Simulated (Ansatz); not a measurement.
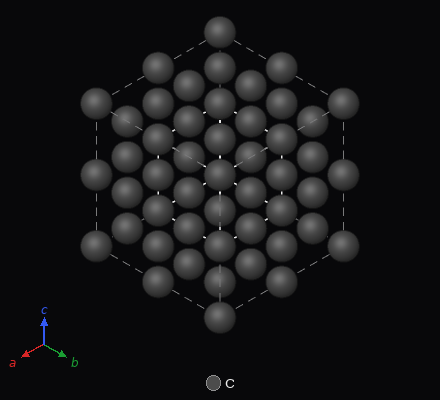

C (Fm-3m, No. 225): the end point of a relaxation with DFT PBE, scalar-relativistic, plane waves, PAW in Ansatz; the starting structure was generated, so it need not be a known form of this composition.

```xyz
4
Lattice="3.0831 0.0000 0.0000 0.0000 3.0831 0.0000 0.0000 0.0000 3.0831" Properties=species:S:1:pos:R:3 pbc="T T T"
C     0.0000    0.0000    0.0000
C     0.0000    1.5416    1.5416
C     1.5416    0.0000    1.5416
C     1.5416    1.5416    0.0000
```

What will a projected-potential map along [111] show? Computed as the sum of neutral-atom potentials (tabulated electron scattering factors, B = 0.8 Å²) projected along the beam and smoothed by 0.25 Å; brighter is more positive. The display is stretched by a gamma of 0.7; percentages refer to the linear signal.

The columns repeat on a hexagonal net with a repeat of 1.26 Å (plane group p6mm). All columns are alike (C). The shortest distance between visible columns is 1.26 Å in projection. Along the beam the structure repeats every 5.34 Å.

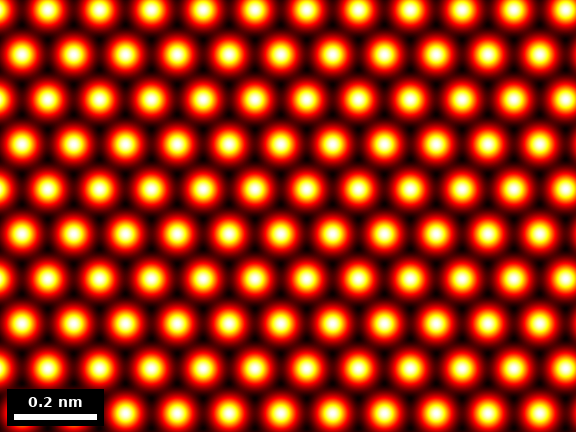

The simulated image.
